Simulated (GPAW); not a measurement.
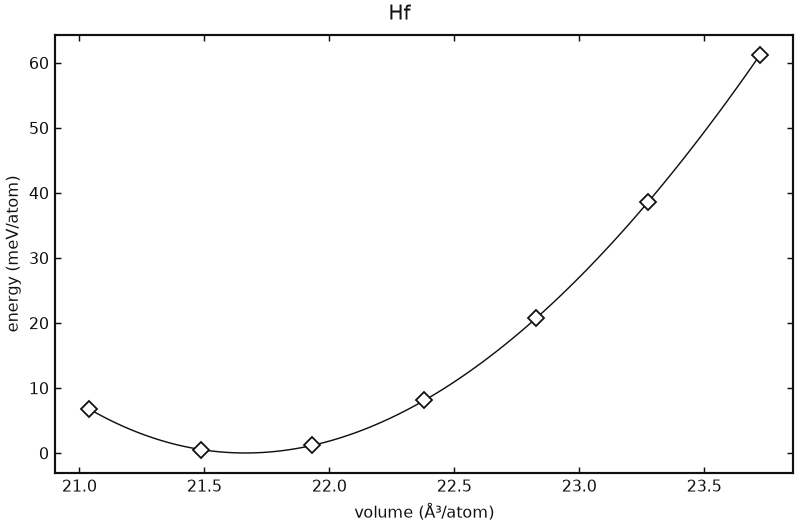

The picture above shows the energy against volume for Hf, space group P6_3/mmc (No. 194).

The given structure:
```cif
data_structure
_symmetry_space_group_name_H-M 'P 1'
_symmetry_Int_Tables_number 1
_cell_length_a 3.1967
_cell_length_b 3.1967
_cell_length_c 5.0578
_cell_angle_alpha 90.000
_cell_angle_beta 90.000
_cell_angle_gamma 120.000
_cell_volume 44.76
loop_
_atom_site_label
_atom_site_type_symbol
_atom_site_fract_x
_atom_site_fract_y
_atom_site_fract_z
_atom_site_occupancy
Hf1 Hf 0.66667 0.33333 0.75000 1
Hf2 Hf 0.33333 0.66667 0.25000 1
```

Method: PAW DFT in plane waves, on a grid or in atomic orbitals, no spin polarisation; energies at scaled volumes of the given cell, shape and fractions fixed, counted from the fit's minimum, third-order Birch-Murnaghan fit (GPAW 26.7.0). Level: PBEsol.

k mesh 10×10×5; occupations Fermi–Dirac; smearing width 0.05 eV; potentials PAW data sets made by gpaw setup for the functional; wave cutoff 600 eV; program settings basis pw.

From this curve and the settings, what does the calculation give for the pressure at the same points?

The pressure falls from 3.54 GPa at volume 21.04 Å³/atom to −8.89 GPa at 23.72 Å³/atom, and changes sign near 21.67 Å³/atom.

| volume (Å³/atom) | pressure (GPa) |
| --- | --- |
| 21.04 | 3.54 |
| 21.49 | 0.97 |
| 21.93 | −1.39 |
| 22.38 | −3.53 |
| 22.83 | −5.49 |
| 23.28 | −7.27 |
| 23.72 | −8.89 |

Keep in mind: shape and atomic fractions are frozen while scaling, which makes layered, chain and framework solids too stiff.
